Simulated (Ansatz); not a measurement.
System: Nb, space group Im-3m (No. 229).

Starting cell:
```
Nb
1.0
    -1.63622    1.63622    1.63622
     1.63622   -1.63622    1.63622
     1.63622    1.63622   -1.63622
Nb
1
Direct
  0.00000 0.00000 0.00000
```

Method: third-order Birch-Murnaghan fit to density functional energies at scaled volumes of the given relaxed cell, shape and atoms relaxed at each volume; energies count from the fitted minimum; plane waves with PAW datasets, Γ-centred k mesh (Ansatz 0.2.0). Level: PBEsol, no spin polarisation.

wave cutoff 420 eV; k mesh 18×18×18; occupations Gaussian; smearing width 0.1 eV.

Describe the result: the energy above the minimum against volume. The volume takes the values 15.419, 15.945, 16.471, 16.996, 17.522, 18.048, 18.573, 19.274 Å³/atom.

A third-order Birch–Murnaghan fit gives V0 = 17.52 Å³/atom, B0 = 179 GPa and B′ = 3.5. The energy above the minimum is 169.6 meV/atom at volume 15.419 Å³/atom and 85.4 meV/atom at 19.274 Å³/atom; the lowest computed point is at volume 17.522 Å³/atom (−0.1 meV/atom), in a single well. The solid is metallic at every point.

```json
{"volume (Å³/atom)": "15.419", "energy above the minimum (meV/atom)": "169.6"}
{"volume (Å³/atom)": "15.945", "energy above the minimum (meV/atom)": "90.8"}
{"volume (Å³/atom)": "16.471", "energy above the minimum (meV/atom)": "38.4"}
{"volume (Å³/atom)": "16.996", "energy above the minimum (meV/atom)": "9.0"}
{"volume (Å³/atom)": "17.522", "energy above the minimum (meV/atom)": "-0.1"}
{"volume (Å³/atom)": "18.048", "energy above the minimum (meV/atom)": "8.6"}
{"volume (Å³/atom)": "18.573", "energy above the minimum (meV/atom)": "32.7"}
{"volume (Å³/atom)": "19.274", "energy above the minimum (meV/atom)": "85.4"}
```

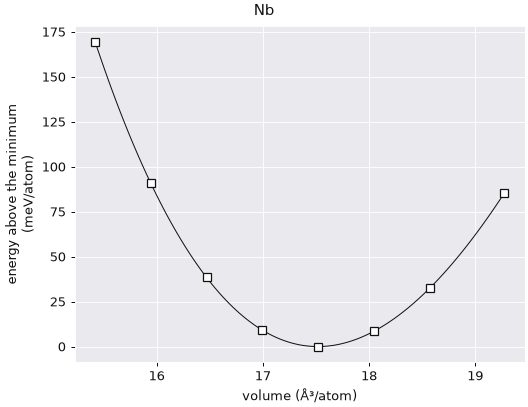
